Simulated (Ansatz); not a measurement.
Ti9O20 (cell charge +1, with a compensating background) (cell with a defect)

Input

```
crystal:
  lattice:
    - [-5.7270011024, -1.9090003675, -4.8875564549]
    - [1.9090003675, -5.7270011024, 4.8875564549]
    - [-1.9090003675, 5.7270011024, 4.8875564549]
  atoms:
    - { symbol: Ti, position: [0.8002572299, 0.602893816, 0.2001035282] }
    - { symbol: Ti, position: [0.5972097121, 0.1973634138, 0.397106184] }
    - { symbol: Ti, position: [0.1997427701, 0.3998462983, 0.8026365862] }
    - { symbol: Ti, position: [0.4027902879, 0.7998964718, 0.6001537017] }
    - { symbol: Ti, position: [0.6939102042, 0.6539296115, 0.5590249119] }
    - { symbol: Ti, position: [0.5, 0.25, 0.75] }
    - { symbol: Ti, position: [0.3060897958, 0.8651147077, 0.9600194073] }
    - { symbol: Ti, position: [0.9050953004, 0.0399805927, 0.3460703885] }
    - { symbol: Ti, position: [0.0949046996, 0.4409750881, 0.1348852923] }
    - { symbol: O, position: [0.6844232326, 0.8409362523, 0.7471315351], spin: 0.167 }
    - { symbol: O, position: [0.5, 0.4562398369, 0.9562398369] }
    - { symbol: O, position: [0.3155767674, 0.0627083025, 0.1565130197], spin: 0.167 }
    - { symbol: O, position: [0.9015124976, 0.2562929723, 0.5650446943] }
    - { symbol: O, position: [0.0984875024, 0.6635321967, 0.3547804748] }
    - { symbol: O, position: [0.3957469265, 0.0073180329, 0.8044924451] }
    - { symbol: O, position: [0.2010867589, 0.6185177371, 0.00629666] }
    - { symbol: O, position: [0.0, 0.2583573263, 0.2583573263], spin: 0.167 }
    - { symbol: O, position: [0.6042530735, 0.4087455186, 0.6115711065] }
    - { symbol: O, position: [0.7989132411, 0.8052099011, 0.4174309782] }
    - { symbol: O, position: [0.691248278, 0.4349553057, 0.3364678033] }
    - { symbol: O, position: [0.5, 0.0437601631, 0.5437601631] }
    - { symbol: O, position: [0.308751722, 0.6452195252, 0.7437070277] }
    - { symbol: O, position: [0.9061952828, 0.8434869803, 0.1590637477], spin: 0.167 }
    - { symbol: O, position: [0.0938047172, 0.2528684649, 0.9372916975], spin: 0.167 }
    - { symbol: O, position: [0.3877789229, 0.5825690218, 0.3814822629] }
    - { symbol: O, position: [0.2028255879, 0.1955075549, 0.5912544814] }
    - { symbol: O, position: [0.0, 0.7416426737, 0.7416426737], spin: 0.167 }
    - { symbol: O, position: [0.6122210771, 0.99370334, 0.1947900989] }
    - { symbol: O, position: [0.7971744121, 0.3884288935, 0.9926819671] }
  host:
    lattice:
      - [-1.9090003675, 1.9090003675, 4.8875564549]
      - [1.9090003675, -1.9090003675, 4.8875564549]
      - [1.9090003675, 1.9090003675, -4.8875564549]
    atoms:
      - { symbol: Ti, position: [0.0, 0.0, 0.0] }
      - { symbol: Ti, position: [0.75, 0.25, 0.5] }
      - { symbol: O, position: [0.9552981746, 0.4552981746, 0.5] }
      - { symbol: O, position: [0.2052981746, 0.2052981746, 0.0] }
      - { symbol: O, position: [0.5447018254, 0.0447018254, 0.5] }
      - { symbol: O, position: [0.7947018254, 0.7947018254, 0.0] }
total_charge: 1
basis:
  ecutwfc: 420
  xc_grid: 2
kpoints:
  mp_grid: { grid: [2, 2, 2], shift: [0.5, 0.5, 0.5] }
hamiltonian:
  xc: pbe
  hubbard: { sites: [{ species: Ti, l: d, u_eff: 4.0 }] }
scf:
  occupations: { method: gaussian, width: 0.01 }
output:
  forces: true
  stress: false
  eigenvalues: true
  populations: true
  charged_corrections:
    defect_position: [0.0, 0.0, 0.0]
    epsilon: [[42.7313, 0.0, 0.0], [0.0, 42.7313, 0.0], [0.0, 0.0, 23.026]]
  write_density: true
  write_potential: true
  elf: true
  volumetric_format: npy
magnetization:
  spin_polarized: true
relax:
  adjacent_minimum: "off"
  f_tol: 0.025
  max_steps: 45
```

Launched as:

```sh
ansatz run input.yaml --threads 4 --pin off --max-ram 10240MiB --backend cpu --events-out ev --progress --plain --runs-dir out
```

Hubbard U of 4 eV on Ti d only; spin-polarised.

The calculation used Ansatz 0.2.0, DFT PBE+U, scalar-relativistic, plane waves, PAW.

The density is the valence pseudo-density of a PAW calculation; it isn't the true density close to the nuclei.

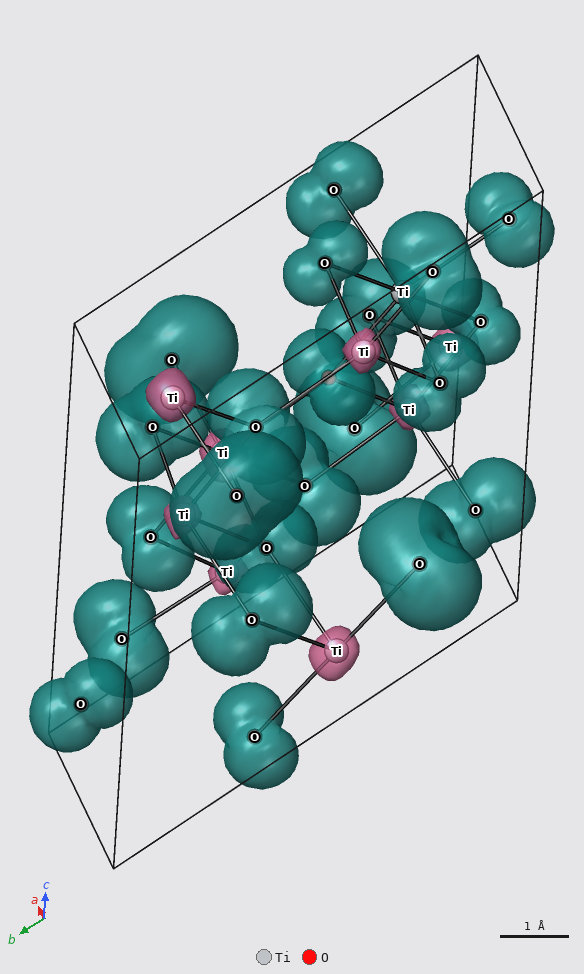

Figure 1. Isosurfaces of the spin density (up minus down) at +0.04 (teal) and −0.04 e/Å³ (pink), seen at an oblique angle. Sticks mark near contacts.

Q: Where is the spin, and how is it ordered?

A: The spin density sits on O: +0.7 μB (×2) in one cell of 29 atoms, with smaller moments on other sites: Ti (up to −0.05 μB) and O (up to +0.28 μB): parallel main moments (a ferromagnetic arrangement) in this solution. The cell of the calculation (29 atoms) carries 5.0 μB of net spin moment.

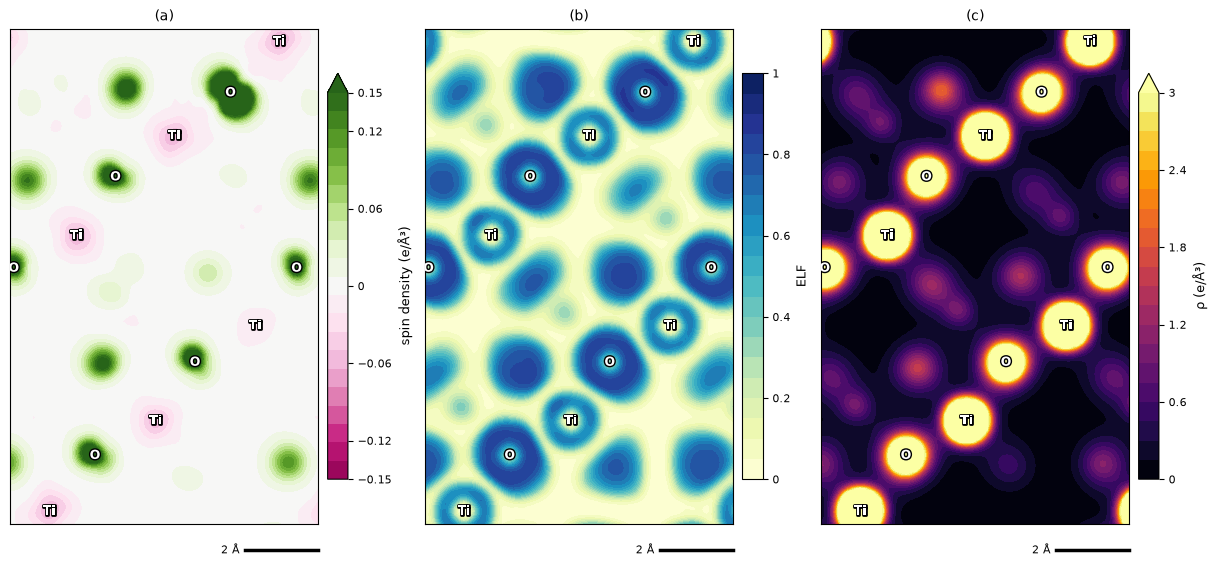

Figure 2. (a) spin density (up minus down); (b) electron localisation function; (c) valence pseudo-density on the (101) plane of the calculation cell.

Q: What do the fields say about this system?

A: Atoms in the plane: Ti and O. Atoms just off the plane (Ti, 0.8 Å away and O, 0.6 Å away) can leave unmarked features too. Ti–O (1.94 Å): the density is about 0.72 e/Å³ at the midpoint; the ELF peaks at about 0.85 in the valence shell of O, 0.6 Å from its nucleus, and is about 0.20 at the midpoint: no localised pair shows between them. Ti–O (1.98 Å): ρ is about 0.67 e/Å³ halfway; the ELF peaks at about 0.85 in the valence shell of O, 0.6 Å from its nucleus, and is about 0.20 at the midpoint: no localised pair shows between them. Between the atoms the lowest density in this plane is 0.01 e/Å³. The features right at Ti lie inside the PAW spheres, where the map follows smoothed inner orbitals and isn't to be read closely.

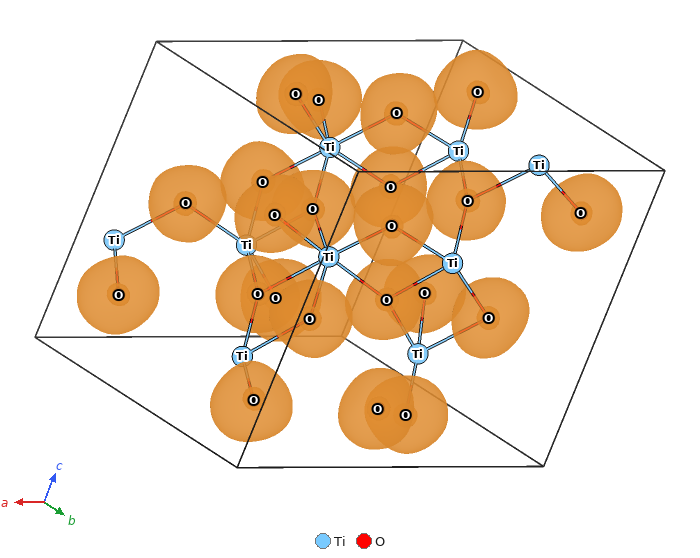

Figure 3. Isosurface of the electron localisation function at 0.6 (orange), seen at an oblique angle. Only the valence region is drawn (cores and ρ < 0.01 e/Å³ removed). Sticks mark near contacts.

Q: Where are the electrons localised?

A: The ELF exceeds this value in 20 regions wrapped around O (the valence shell of each), counted in one cell of 29 atoms. Any copies at cell faces, edges or corners count once.


Ti–O (1.87 Å): the ELF peaks at about 0.80 in the valence shell of O, 0.6 Å from its nucleus, and is about 0.25 at the midpoint: no localised pair shows between them. Ti–O (1.93 Å): the ELF peaks at about 0.85 in the valence shell of O, 0.6 Å from its nucleus, and is about 0.25 at the midpoint: no localised pair shows between them.

Q: Does the calculation make it a metal, or give it a gap?

A: It is metallic or semimetallic at this level of theory: no gap opens.
